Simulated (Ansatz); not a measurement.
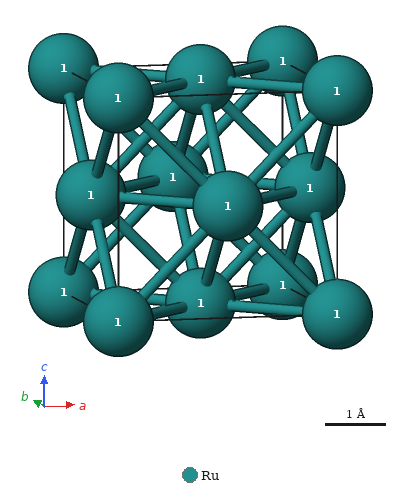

Figure 1. The input geometry (ball-and-stick view of the cell 4 times as large as that of the calculation, set on its symmetry axes, seen slightly off an axis; atoms are numbered from 1 in the order of the input). Near neighbours in the crystal (not all of them lie inside the picture): Ru has 12 Ru at 2.69 Å.

**Run report: Ru, single-point calculation**

Ru (1 atom in the cell), computed with DFT PBE, spin-orbit coupling, plane waves, PAW (Ansatz 0.2.0).

The structure was built on a prototype by a generator; it need not be a known phase. It belongs to a series of runs on one base structure; here: volume 13.834 Å³/atom. Figures and captions count atoms from 1; the log counts them from 0 in places.

**The program's output**
```
Engine: ansatz 0.2.0, x86_64-unknown-linux-gnu
Pseudopotentials: kind: paw_fr
Pseudopotential: Ru, paw_fr, valence charge 16, recommended cutoff 420 eV (normal), Ru.paw.azcp#standard-fr
Functional definition: PBE
  parameter kappa = 0.804
  parameter beta = 0.06672455060314922
  exchange = pbe_x(kappa = kappa, mu = beta*pi^2/3)
  correlation = pbe_c(beta = beta)
non-collinear run that drives no moment, with spin-orbit: no starting moment large enough to seed its density (crystal.atoms[].spin), no starting occupations that ask for one, no magnetisation constraint and no magnetic field, so the semilocal B_xc is pinned to zero
Crystal: 1 atoms, lattice volume = 13.834 Å³
Basis set: ecut = 420 eV, 283 PW (Γ), exchange–correlation on 40×40×40 points (8 copies of the dense FFT grid, shifted against one another)
Bands: 24, of which v1, the nominal top of the filled ones, is band 16 counted from 1 (15 counted from 0)
Symmetry: 48 space group operations + 48 with time reversal
Magnetic group: BNS 225.117 (UNI 1619), of the structure as read, at distance tolerance 2.4e-5 Å
k-points: 195 of 5832
Projection manifold: j_resolved (fully-relativistic pseudo-atomic orbitals)
Non-local potential: Ru, projectors of the file, l = 0: 3, l = 1: 4, l = 2: 4, l = 3: 2
PAW form: soft (Blöchl's): semilocal exchange-correlation on the pseudo side does not see the compensation charge
PAW one-centre angular grid: Ru, 590 points (default); XC on 64 Gauss nodes
Initial density: superposition of atomic densities (chi_scale 0.1, normalization cell)
Initial wavefunctions: pseudopotential atomic-orbital guess
Functional: x = pbe(κ = 0.804, μ = 0.2195149727645171), c = pbe(β = 0.06672455060314922)
SCF iter   1: F=—  HF=-5880.782108 eV  |F-HF|=—  |Δ(HF+E_count)|=         —  Δρ=1.21e-1  dr2=1.99e0  dr2_m=0.00e0 (ungated)  ethr=3.10e-3  |M|=0.00e0 ∫|m|=0.00e0 μB  |m|>n=0.0e0 m-floor=0.0e0 τ_xc=0.0e0  β_m=0.30  ⟨swp⟩=6.8  Hψ=11822  notcnv=0  defer=24
preconditioner: auto → none  [metal: Δε(μ)=0.008 eV  Ē_g=11.378 eV  σ=0.050 eV  W_gap=0.09  n_scr=0 (ndim 8)  ℏωp=28.2 eV  f_vac=0.000  D(μ)=1.03/eV (n_scr^D=14)]
SCF iter   2: F=—  HF=-5880.217855 eV  |F-HF|=—  |Δ(HF+E_count)|=   5.64e-1  Δρ=4.50e-2  dr2=2.35e-1  dr2_m=0.00e0 (ungated)  ethr=3.10e-3  |M|=0.00e0 ∫|m|=0.00e0 μB  |m|>n=0.0e0 m-floor=0.0e0 τ_xc=0.0e0  β_m=0.37  ⟨swp⟩=2.6  Hψ=4852  notcnv=0  defer=592
SCF iter   3: F=—  HF=-5880.155099 eV  |F-HF|=—  |Δ(HF+E_count)|=   6.28e-2  Δρ=1.59e-2  dr2=1.07e-2  dr2_m=0.00e0 (ungated)  ethr=1.47e-3  |M|=0.00e0 ∫|m|=0.00e0 μB  |m|>n=0.0e0 m-floor=0.0e0 τ_xc=0.0e0  β_m=0.63  ⟨swp⟩=2.0  Hψ=3287  notcnv=0  defer=592
SCF iter   4: F=—  HF=-5880.152706 eV  |F-HF|=—  |Δ(HF+E_count)|=   2.39e-3  Δρ=2.32e-3  dr2=7.04e-4  dr2_m=0.00e0 (ungated)  ethr=6.66e-5  |M|=0.00e0 ∫|m|=0.00e0 μB  |m|>n=0.0e0 m-floor=0.0e0 τ_xc=0.0e0  β_m=0.60  ⟨swp⟩=2.9  Hψ=4284  notcnv=0  defer=588
SCF iter   5: F=—  HF=-5880.152491 eV  |F-HF|=—  |Δ(HF+E_count)|=   2.15e-4  Δρ=1.97e-4  dr2=2.01e-6  dr2_m=0.00e0 (ungated)  ethr=4.40e-6  |M|=0.00e0 ∫|m|=0.00e0 μB  |m|>n=0.0e0 m-floor=0.0e0 τ_xc=0.0e0  β_m=0.74  ⟨swp⟩=2.3  Hψ=3091  notcnv=0  defer=588
SCF iter   6: F=—  HF=-5880.152491 eV  |F-HF|=—  |Δ(HF+E_count)|=   6.26e-8  Δρ=1.52e-5  dr2=1.26e-8  dr2_m=0.00e0 (ungated)  ethr=6.25e-10  |M|=0.00e0 ∫|m|=0.00e0 μB  |m|>n=0.0e0 m-floor=0.0e0 τ_xc=0.0e0  β_m=0.76  ⟨swp⟩=8.7  Hψ=12279  notcnv=0
SCF iter   7: F=-5880.152491 eV  HF=-5880.152491 eV  |F-HF|=1.18e-10  |Δ(HF+E_count)|=   1.94e-9  Δρ=2.48e-6  dr2=2.39e-10  dr2_m=0.00e0 (ungated)  ethr=7.90e-11  |M|=0.00e0 ∫|m|=0.00e0 μB  |m|>n=0.0e0 m-floor=0.0e0 τ_xc=0.0e0  ⟨swp⟩=1.0  Hψ=6784  notcnv=0
SCF 1 converged in 7 iterations: F = -5880.152491 eV  dr2 = 2.39e-10
  greatest PAW one-centre occupation: 0.998 electrons in one spin orbital (limit 2), on the Ru atom at site 0 (counted from 0), in its partial waves of l = 0
SCF converged after 7 iterations
Magnetization: |M| = 0.0000 μB,  M = (+0.0000, +0.0000, +0.0000) μB
Absolute magnetization: 0.0000 μB (∫|m|)
  site 0: m = (+0.0000, +0.0000, +0.0000) μB, |m| = 0.0000 μB  (R = 1.11 Å)
Free energy (F): -5880.152491 eV
Harris-Foulkes:  -5880.152491 eV  (|F-HF|=1.18e-10)
Internal energy: -5880.151132 eV  (E = F + TS)
E sigma→0 (E₀):  -5880.151811 eV
Entropy (-TS):   -0.001359 eV (-1.359 meV/atom)
Fermi energy:    22.864637 eV
--- Per-component energies (eV) ---
  E_band       = -60.674473
  E_kinetic    = 513.678602
  E_local      = -1276.783229  (includes V_loc(G=0)·N_el)
  E_nonlocal   = 342.825240
  E_hartree    = 410.164791
  E_xc         = -190.376141
  E_vxc        = -239.000733  (∫ρ·V_xc dr)
  E_paw        = -3462.037983  (= ΣΔE_a)
  E_vpaw       = -221.723333  (= ΣTr[D̂ρ^β])
  E_aug_tail   = -0.000198  (compensation charges beyond the density's cutoff)
  E_ewald      = -2217.622214
  E_smearing   = -0.001359  (= −TS)
  E_closure    = -0.000000  (closes the sum)
  Σ components = -5880.152491   (vs F -5880.152491, Δ=0.00e0)
--- Forces (eV/Å), atoms counted from 1 ---
  atom   1  Ru    -0.00000000     0.00000000    -0.00000000
  max |Σ_I F_I| component: 1.58e-29 eV/Å
--- Stress (GPa, compression-positive) ---
       -0.000087      -0.000000       0.000000
        0.000000      -0.000087      -0.000000
        0.000000      -0.000000      -0.000087
  P = ⅓ Tr σ = -0.0001 GPa (-0.001 kbar)
--- Band table (eV; the first three rows and the last of 195) ---
  k-point 0: bands = ["-50.0604", "-50.0604", "-21.8744", "-21.8744", "-18.3905", "-18.3905", "-18.3905", "-18.3905", "15.1156", "15.1156", "20.3211", "20.3211", "20.3211", "20.3211", "20.5315", "20.5315", "22.7959", "22.7959", "22.7959", "22.7959", "37.7779", "37.7779", "43.1881", "43.1881"]
  k-point 1: bands = ["-50.0554", "-50.0554", "-21.8858", "-21.8858", "-18.4147", "-18.4147", "-18.3949", "-18.3949", "15.2450", "15.2450", "20.2845", "20.2845", "20.3708", "20.3708", "20.5598", "20.5598", "22.7554", "22.7554", "22.7669", "22.7669", "37.9911", "37.9911", "42.6628", "42.6628"]
  k-point 2: bands = ["-50.0410", "-50.0410", "-21.9189", "-21.9189", "-18.4837", "-18.4837", "-18.4077", "-18.4077", "15.6151", "15.6151", "20.1398", "20.1398", "20.4979", "20.4979", "20.6924", "20.6924", "22.6613", "22.6613", "22.7088", "22.7088", "38.5740", "38.5740", "41.3845", "41.3845"]
  k-point 194: bands = ["-49.8372", "-49.8372", "-22.3640", "-22.3640", "-19.1025", "-19.1025", "-18.8879", "-18.8879", "18.0472", "18.0472", "19.0526", "19.0526", "20.0700", "20.0700", "22.5273", "22.5273", "25.1141", "25.1141", "32.4920", "32.4920", "33.9265", "33.9265", "34.7872", "34.7872"]
--- Löwdin populations: 1 site ---
  site symbol       q [e]
     0     Ru     15.9098
  spilling = 0.005635 (of n_electrons = 16.000000)
```

**File populations.tsv**
```
# site	symbol	l	j	q
# orbitals = lowdin
# n_electrons = 16.000000
# spilling = 0.005635
0	Ru	0_4S	0.5	1.957665
0	Ru	0_5S	0.5	0.788168
0	Ru	1_4P	0.5	1.998329
0	Ru	1_4P	1.5	3.995662
0	Ru	2_4D	1.5	2.960435
0	Ru	2_4D	2.5	4.209589
```

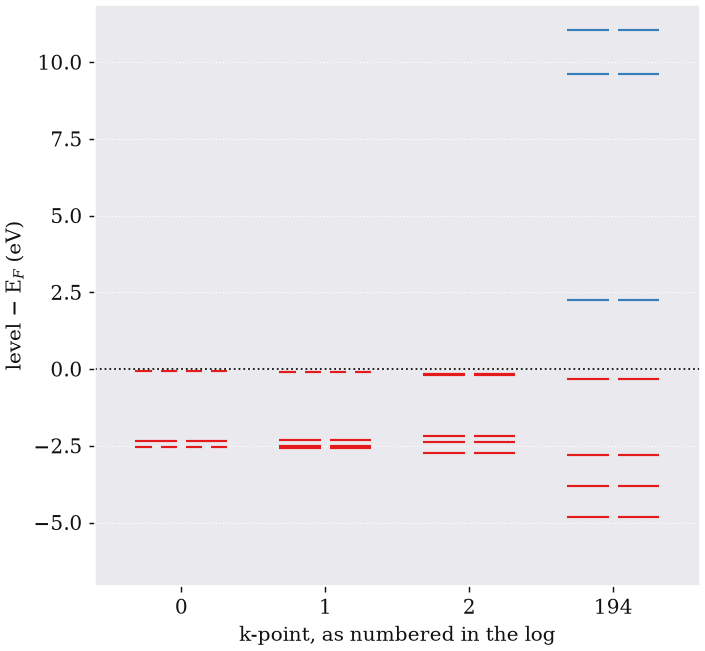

Figure 2. Kohn–Sham levels near the Fermi level (dotted) at the few k-points that the log prints; levels within 0.02 eV of each other stand side by side. The system is metallic on the full mesh.

This output came from the following input.

**The input**
```yaml
crystal:
  lattice:
    - [0.0, 1.90533123, 1.90533123]
    - [1.90533123, 0.0, 1.90533123]
    - [1.90533123, 1.90533123, 0.0]
  atoms:
    - { symbol: Ru, position: [0.0, 0.0, 0.0] }
basis:
  ecutwfc: 420
  ecutrho_ratio: 4
kpoints:
  mp_grid: { grid: [18, 18, 18] }
hamiltonian:
  xc: pbe
scf:
  occupations: { method: gaussian, width: 0.05 }
output:
  forces: true
  stress: true
  eigenvalues: true
  populations: true
magnetization:
  noncollinear: true
  spin_orbit: true
```

**Summary**

| quantity | value |
| --- | --- |
| outcome | converged |
| space group (tolerance 0.01 Å) | Fm-3m (225) |
| electrons treated | 16 |
| free energy | −5880.1525 eV |
| Fermi energy | 22.865 eV |
| gap on the k-point mesh | none (metallic) |
| net moment of the cell | 0.00 μB |
| integrated absolute moment | 0.00 μB |
| pressure | 0.00 GPa |
| largest force (length of the vector) | under 0.001 eV/Å |
| hardware | 4 threads of an x86-64 CPU, shared host |
| wall time | 2.4 s (CPU time 8.3 s) |
| peak memory | 0.56 GiB |
